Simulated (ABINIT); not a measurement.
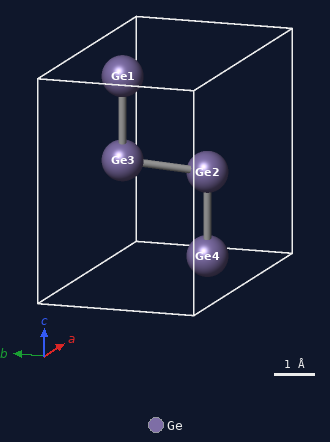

Fig. 1: The structure (ball-and-stick view of the cell of the calculation, seen at an oblique angle; atoms are numbered from 1 in the order of the input). An atom can appear more than once, as a periodic image. Near neighbours in the periodic cell (some may lie outside the picture): Ge has 4 Ge at 2.45 to 2.47 Å.

Run report: Ge, single-point calculation

System: Ge (4 atoms in the cell).
Method: Kohn-Sham DFT of a periodic cell, RPBE, Ansatz PAW PBE default generated set, frozen core, no spin polarisation (ABINIT 10.8.3).

The structure derives from a Materials Project entry.

**Input**
```
# Pseudopotentials
pp_dirpath "./"
pseudos "Ge.GGA_PBE-ansatz.xml"

# Structure
acell 3*1.0 Angstrom
rprim
     3.9975858431     0.0000000000     0.0000000000
    -1.9987929216     3.4620108940     0.0000000000
     0.0000000000     0.0000000000     6.5993779500
ntypat 1
znucl 32
natom 4
typat 1 1 1 1
xred
     0.3333333333     0.6666666667     0.9370987500
     0.6666666667     0.3333333333     0.4370987500
     0.3333333333     0.6666666667     0.5629012500
     0.6666666667     0.3333333333     0.0629012500

# Plane-wave basis
ecut 18.0
pawecutdg 36.0
pawxcdev 0
pawovlp 30

# k points
kptopt 1
ngkpt 8 8 4
nshiftk 1
shiftk 0.0 0.0 0.0

# Exchange and correlation
ixc 15

# Bands and occupations
nband 34
occopt 3
tsmear 0.05 eV

# SCF cycle
nstep 100
tolvrs 1.0e-9

# Output
iomode 3
prtwf 0
prteig 0
prtebands 0
enunit 2
prtden 1
prtvha 1
prtvclmb 1
prtpot 1
```

Machine: 1 thread of Intel Xeon @ 2.50GHz (Skylake/Cascade Lake), 16 GiB of memory available, shared host.

Launch command:
```bash
abinit run.abi > log 2>&1
```

**The program's output**
```
.Version 10.8.3 of ABINIT
 Symmetries : space group P6_3/m m c (#194); Bravais hP (primitive hexag.)
================================================================================
 Values of the parameters that define the memory need of the present run
     intxc =       0    ionmov =       0      iscf =      17    lmnmax =      30
     lnmax =       8     mgfft =      48  mpssoang =       4    mqgrid =    3369
     natom =       4  nloc_mem =       2    nspden =       1   nspinor =       1
    nsppol =       1      nsym =      24    n1xccc =       1    ntypat =       1
    occopt =       3   xclevel =       2
       mpw =        2266          nfft =       43200          nkpt =          30
 PAW method is used; the additional fine FFT grid is defined by:
   mgfftf=        72    nfftf =    145800
================================================================================
================================================================================

--------------------------------------------------------------------------------
------------- Echo of variables that govern the present computation ------------
--------------------------------------------------------------------------------
 -outvars: echo values of preprocessed input variables --------
            acell      1.8897261259E+00  1.8897261259E+00  1.8897261259E+00 Bohr
              amu      7.26100000E+01
             ecut      1.80000000E+01 Hartree
           enunit           2
              ixc          15
         kptrlatt        8    0    0      0    8    0      0    0    4
          kptrlen      4.98840677E+01
            natom           4
            nband          34
            ngfft          30      30      48
          ngfftdg          45      45      72
             nkpt          30
            nstep         100
             nsym          24
           ntypat           1
           occopt           3
        pawecutdg      3.60000000E+01 Hartree
          pawovlp      3.0000000000E+01
         pawxcdev           0
        prtebands           0
           prteig           0
           prtpot           1
         prtvclmb           1
           prtvha           1
            prtwf           0
            rprim      3.9975858431E+00  0.0000000000E+00  0.0000000000E+00
                      -1.9987929216E+00  3.4620108940E+00  0.0000000000E+00
                       0.0000000000E+00  0.0000000000E+00  6.5993779500E+00
          spgroup         194
           tolvrs      1.00000000E-09
           tsmear      1.83746611E-03 Hartree
            typat      1  1  1  1
           useylm           1
           xangst     -3.3333577440E-11  2.3080072627E+00  6.1842688277E+00
                       1.9987929215E+00  1.1540036313E+00  2.8845798527E+00
                      -3.3333577440E-11  2.3080072627E+00  3.7147980973E+00
                       1.9987929215E+00  1.1540036313E+00  4.1510912228E-01
            xcart     -6.2991332158E-11  4.3615016230E+00  1.1686574373E+01
                       3.7771712041E+00  2.1807508115E+00  5.4510659100E+00
                      -6.2991332158E-11  4.3615016230E+00  7.0199510169E+00
                       3.7771712041E+00  2.1807508115E+00  7.8444255347E-01
             xred      3.3333333333E-01  6.6666666667E-01  9.3709875000E-01
                       6.6666666667E-01  3.3333333333E-01  4.3709875000E-01
                       3.3333333333E-01  6.6666666667E-01  5.6290125000E-01
                       6.6666666667E-01  3.3333333333E-01  6.2901250000E-02
            znucl       32.00000

================================================================================

 chkinp: Checking input parameters for consistency.

================================================================================
== DATASET  1 ==================================================================

--- !DatasetInfo
iteration_state: {dtset: 1, }
dimensions: {natom: 4, nkpt: 30, mband: 34, nsppol: 1, nspinor: 1, nspden: 1, mpw: 2266, }
cutoff_energies: {ecut:  18.0, pawecutdg:  36.0, }
electrons: {nelect:   5.60000000E+01, charge:   0.00000000E+00, occopt:   3.00000000E+00, tsmear:   1.83746611E-03, }
meta: {optdriver: 0, ionmov: 0, optcell: 0, iscf: 17, paral_kgb: 0, }
...

 Exchange-correlation functional for the present dataset will be:
  GGA: RPBE functional - ixc=15
  Hammer, L. B. Hansen, and J. K. Norskov, PRB 59, 7413 (1999)

 Real(R)+Recip(G) space primitive vectors, cartesian coordinates (Bohr,Bohr^-1):
 R(1)=  7.5543424  0.0000000  0.0000000  G(1)=  0.1323742  0.0764263  0.0000000
 R(2)= -3.7771712  6.5422524  0.0000000  G(2)=  0.0000000  0.1528526  0.0000000
 R(3)=  0.0000000  0.0000000 12.4710169  G(3)=  0.0000000  0.0000000  0.0801859
 Unit cell volume ucvol=  6.1634777E+02 bohr^3
 Angles (23,13,12)=  9.00000000E+01  9.00000000E+01  1.20000000E+02 degrees

 Coarse grid specifications (used for wave-functions):

 getcut: wavevector=  0.0000  0.0000  0.0000  ngfft=  30  30  48
         ecut(hartree)=     18.000   => boxcut(ratio)=   2.01529

 Fine grid specifications (used for densities):

 getcut: wavevector=  0.0000  0.0000  0.0000  ngfft=  45  45  72
         ecut(hartree)=     36.000   => boxcut(ratio)=   2.13754

--- Pseudopotential description ------------------------------------------------
- pspini: atom type   1  psp file is ./Ge.GGA_PBE-ansatz.xml
 Pseudopotential format is: paw10
 basis_size (lnmax)=  8 (lmn_size= 30), orbitals=   0   0   1   1   2   2   2   3
 Spheres core radius: rc_sph= 2.63805767
 Shapefunction is NUMERIC type: directly read from atomic data file
 Radius for shape functions =  2.63805767
 Compensation charge density is not taken into account in XC energy/potential

   5.65121691E+03                                ecore*ucvol(ha*bohr**3)
--------------------------------------------------------------------------------

================================================================================

--- !BeginCycle
iteration_state: {dtset: 1, }
solver: {iscf: 17, nstep: 100, nline: 4, wfoptalg: 10, }
tolerances: {tolvrs: 1.00E-09, }
...

     iter   Etot(hartree)      deltaE(h)  residm     nres2
 ETOT  1  -381.06900553219    -3.811E+02 9.908E-01 4.253E+00
 ETOT  2  -382.04916098944    -9.802E-01 1.130E-01 9.428E-01
 ETOT  3  -382.04640685688     2.754E-03 1.617E-02 2.680E-01
 ETOT  4  -382.04538959976     1.017E-03 4.537E-03 1.544E-02
 ETOT  5  -382.04563833434    -2.487E-04 2.245E-03 6.070E-03
 ETOT  6  -382.04582966721    -1.913E-04 1.285E-03 4.232E-04
 ETOT  7  -382.04583527350    -5.606E-06 4.264E-04 5.448E-05
 ETOT  8  -382.04583872075    -3.447E-06 1.670E-03 9.047E-06
 ETOT  9  -382.04583881008    -8.933E-08 3.498E-04 2.112E-07
 ETOT 10  -382.04583881632    -6.241E-09 1.420E-03 7.581E-08
 ETOT 11  -382.04583881648    -1.604E-10 2.630E-04 1.527E-08
 ETOT 12  -382.04583881644     3.905E-11 9.075E-04 1.853E-09
 ETOT 13  -382.04583881644     1.876E-12 1.463E-04 1.387E-11

 At SCF step   13       nres2   =  1.39E-11 < tolvrs=  1.00E-09 =>converged.

 Cartesian components of stress tensor (hartree/bohr^3)
  sigma(1 1)= -1.62974965E-04  sigma(3 2)=  0.00000000E+00
  sigma(2 2)= -1.62974966E-04  sigma(3 1)=  0.00000000E+00
  sigma(3 3)= -1.52063780E-04  sigma(2 1)=  2.12492087E-13

--- !ResultsGS
iteration_state: {dtset: 1, }
comment   : Summary of ground state results
lattice_vectors:
- [  7.5543424,   0.0000000,   0.0000000, ]
- [ -3.7771712,   6.5422524,   0.0000000, ]
- [  0.0000000,   0.0000000,  12.4710169, ]
lattice_lengths: [   7.55434,    7.55434,   12.47102, ]
lattice_angles: [ 90.000,  90.000, 120.000, ] # degrees, (23, 13, 12)
lattice_volume:   6.1634777E+02
convergence: {deltae:  1.876E-12, res2:  1.387E-11, residm:  1.463E-04, diffor: null, }
etotal    :  -3.82045839E+02
entropy   :   0.00000000E+00
fermie    :   1.56054446E-01
cartesian_stress_tensor: # hartree/bohr^3
- [ -1.62974965E-04,   2.12492087E-13,   0.00000000E+00, ]
- [  2.12492087E-13,  -1.62974966E-04,   0.00000000E+00, ]
- [  0.00000000E+00,   0.00000000E+00,  -1.52063780E-04, ]
pressure_GPa:   4.6879E+00
xred      :
- [  3.3333E-01,   6.6667E-01,   9.3710E-01, Ge]
- [  6.6667E-01,   3.3333E-01,   4.3710E-01, Ge]
- [  3.3333E-01,   6.6667E-01,   5.6290E-01, Ge]
- [  6.6667E-01,   3.3333E-01,   6.2901E-02, Ge]
cartesian_forces: # hartree/bohr
- [ -8.19804515E-28,  -3.90998817E-28,  -3.01418512E-04, ]
- [  1.31881596E-27,   1.00836537E-27,  -3.01418512E-04, ]
- [  1.78218373E-28,   2.05788851E-29,   3.01418512E-04, ]
- [ -6.77229817E-28,  -6.37945438E-28,   3.01418512E-04, ]
force_length_stats: {min:   3.01418512E-04, max:   3.01418512E-04, mean:   3.01418512E-04, }
...

 Integrated electronic density in atomic spheres:
 ------------------------------------------------
 Atom  Sphere_radius  Integrated_density
    1        2.63806         13.30430376
    2        2.63806         13.30430376
    3        2.63806         13.30430376
    4        2.63806         13.30430376

================================================================================

 ----iterations are completed or convergence reached----

 Mean square residual over all n,k,spin=   16.740E-08; max=  14.632E-05
 reduced coordinates (array xred) for    4 atoms
       0.333333333333      0.666666666667      0.937098750000
       0.666666666667      0.333333333333      0.437098750000
       0.333333333333      0.666666666667      0.562901250000
       0.666666666667      0.333333333333      0.062901250000
 rms dE/dt=  2.1703E-03; max dE/dt=  3.7590E-03; dE/dt below (all hartree)
    1       0.000000000000     -0.000000000000      0.003758995365
    2      -0.000000000000     -0.000000000000      0.003758995365
    3      -0.000000000000      0.000000000000     -0.003758995365
    4       0.000000000000      0.000000000000     -0.003758995365

 cartesian coordinates (angstrom) at end:
    1     -0.00000000003333     2.30800726266667     6.18426882772256
    2      1.99879292153333     1.15400363133333     2.88457985272256
    3     -0.00000000003333     2.30800726266667     3.71479809727744
    4      1.99879292153333     1.15400363133333     0.41510912227744

 cartesian forces (hartree/bohr) at end:
    1     -0.00000000000000    -0.00000000000000    -0.00030141851198
    2      0.00000000000000     0.00000000000000    -0.00030141851198
    3      0.00000000000000     0.00000000000000     0.00030141851198
    4     -0.00000000000000    -0.00000000000000     0.00030141851198
 frms,max,avg= 1.7402406E-04 3.0141851E-04   0.000E+00  0.000E+00  0.000E+00 h/b

 cartesian forces (eV/Angstrom) at end:
    1     -0.00000000000000    -0.00000000000000    -0.01549956307210
    2      0.00000000000000     0.00000000000000    -0.01549956307210
    3      0.00000000000000     0.00000000000000     0.01549956307210
    4     -0.00000000000000    -0.00000000000000     0.01549956307210
 frms,max,avg= 8.9486769E-03 1.5499563E-02   0.000E+00  0.000E+00  0.000E+00 e/A
 length scales=  1.889726125908  1.889726125908  1.889726125908 bohr
              =  1.000000000000  1.000000000000  1.000000000000 angstroms
 Fermi (or HOMO) energy (hartree) =   0.15605   Average Vxc (hartree)=  -0.33718
 Eigenvalues (hartree) for nkpt=  30  k points:
 kpt#   1, nband= 34, wtk=  0.00391, kpt=  0.0000  0.0000  0.0000 (reduced coord)
  -0.76119   -0.76119   -0.75980   -0.75979   -0.75979   -0.75932   -0.75888   -0.75888
  -0.75697   -0.75697   -0.75242   -0.75242   -0.75193   -0.75136   -0.75120   -0.75120
  -0.75055   -0.75055   -0.74945   -0.74945   -0.31504   -0.24017   -0.12504    0.09887
   0.09887    0.14748    0.15308    0.15662    0.15761    0.15761    0.23684    0.23684
   0.25482    0.32049
      occupation numbers for kpt#   1
   2.00000    2.00000    2.00000    2.00000    2.00000    2.00000    2.00000    2.00000
   2.00000    2.00000    2.00000    2.00000    2.00000    2.00000    2.00000    2.00000
   2.00000    2.00000    2.00000    2.00000    2.00000    2.00000    2.00000    2.00000
   2.00000    1.98139    1.66941    0.84737    0.60017    0.60017    0.00000    0.00000
   0.00000    0.00000
 prteigrs : prtvol=0 or 1, do not print more k-points.

 Fermi (or HOMO) energy (eV) =   4.24646   Average Vxc (eV)=  -9.17508
 Eigenvalues (   eV  ) for nkpt=  30  k points:
 kpt#   1, nband= 34, wtk=  0.00391, kpt=  0.0000  0.0000  0.0000 (reduced coord)
 -20.71298  -20.71298  -20.67516  -20.67488  -20.67488  -20.66221  -20.65014  -20.65014
 -20.59816  -20.59816  -20.47436  -20.47436  -20.46119  -20.44561  -20.44113  -20.44113
 -20.42344  -20.42344  -20.39370  -20.39370   -8.57268   -6.53533   -3.40259    2.69040
   2.69040    4.01306    4.16549    4.26184    4.28880    4.28880    6.44480    6.44480
   6.93394    8.72086
 prteigrs : prtvol=0 or 1, do not print more k-points.

--- !EnergyTerms
iteration_state     : {dtset: 1, }
comment             : Components of total free energy in Hartree
kinetic             :  1.63679811331074E+01
hartree             :  1.60041084790298E+02
xc                  : -1.11145853655766E+01
Ewald energy        : -1.96672286967369E+02
psp_core            :  9.16887696317695E+00
local_psp           : -3.73757224905649E+02
PAW spherical_terms :  1.39203604814767E+01
internal            : -3.82045793870536E+02
'-kT*entropy'       : -4.57859987204517E-05
total_energy        : -3.82045839656534E+02
total_energy_eV     : -1.03959969065641E+04
...

--- !EnergyTermsDC
iteration_state     : {dtset: 1, }
comment             : '"Double-counting" decomposition of free energy'
band_energy         : -3.10723774944396E+01
Ewald energy        : -1.96672286967369E+02
psp_core            :  9.16887696317695E+00
xc_dc               : -1.61685405467281E+02
PAW spherical_terms : -1.78460006452463E+00
internal            : -3.82045793030437E+02
'-kT*entropy'       : -4.57859987204517E-05
total_energy_dc     : -3.82045838816436E+02
total_energy_dc_eV  : -1.03959968837038E+04
...

--- !EnergyTermsWithPAWCore
iteration_state     : {dtset: 1, }
comment             : 'Components of total free energy, including PAW core contributions'
Total energy        : -8.30033239528966E+03
Total energy DC     : -8.30033239444956E+03
Total energy (eV)   : -2.25863550778255E+05
Total energy DC (eV): -2.25863550755395E+05
...

 Cartesian components of stress tensor (hartree/bohr^3)
  sigma(1 1)= -1.62974965E-04  sigma(3 2)=  0.00000000E+00
  sigma(2 2)= -1.62974966E-04  sigma(3 1)=  0.00000000E+00
  sigma(3 3)= -1.52063780E-04  sigma(2 1)=  2.12492087E-13

-Cartesian components of stress tensor (GPa)         [Pressure=  4.6879E+00 GPa]
- sigma(1 1)= -4.79488902E+00  sigma(3 2)=  0.00000000E+00
- sigma(2 2)= -4.79488904E+00  sigma(3 1)=  0.00000000E+00
- sigma(3 3)= -4.47387086E+00  sigma(2 1)=  6.25173305E-09

== END DATASET(S) ==============================================================
================================================================================

 -outvars: echo values of variables after computation  --------
            acell      1.8897261259E+00  1.8897261259E+00  1.8897261259E+00 Bohr
           etotal     -3.8204583882E+02
            fcart     -8.1980451488E-28 -3.9099881695E-28 -3.0141851198E-04
                       1.3188159587E-27  1.0083653700E-27 -3.0141851198E-04
                       1.7821837280E-28  2.0578885104E-29  3.0141851198E-04
                      -6.7722981664E-28 -6.3794543816E-28  3.0141851198E-04
            rprim      3.9975858431E+00  0.0000000000E+00  0.0000000000E+00
                      -1.9987929216E+00  3.4620108940E+00  0.0000000000E+00
                       0.0000000000E+00  0.0000000000E+00  6.5993779500E+00
           strten     -1.6297496535E-04 -1.6297496591E-04 -1.5206377983E-04
                       0.0000000000E+00  0.0000000000E+00  2.1249208731E-13
           xangst     -3.3333577440E-11  2.3080072627E+00  6.1842688277E+00
                       1.9987929215E+00  1.1540036313E+00  2.8845798527E+00
                      -3.3333577440E-11  2.3080072627E+00  3.7147980973E+00
                       1.9987929215E+00  1.1540036313E+00  4.1510912228E-01
             xred      3.3333333333E-01  6.6666666667E-01  9.3709875000E-01
                       6.6666666667E-01  3.3333333333E-01  4.3709875000E-01
                       3.3333333333E-01  6.6666666667E-01  5.6290125000E-01
                       6.6666666667E-01  3.3333333333E-01  6.2901250000E-02
 Calculation completed.
```

**Summary**

- outcome: converged
- space group (tolerance 0.01 Å): P6₃/mmc (194)
- electrons treated: 56
- free energy: −10395.9969 eV
- Fermi energy: 4.246 eV
- gap on the k-point mesh: none (metallic)
- pressure: 4.69 GPa
- largest force (length of the vector): 0.015 eV/Å
- wall time: 3 min
- peak memory: 0.39 GiB
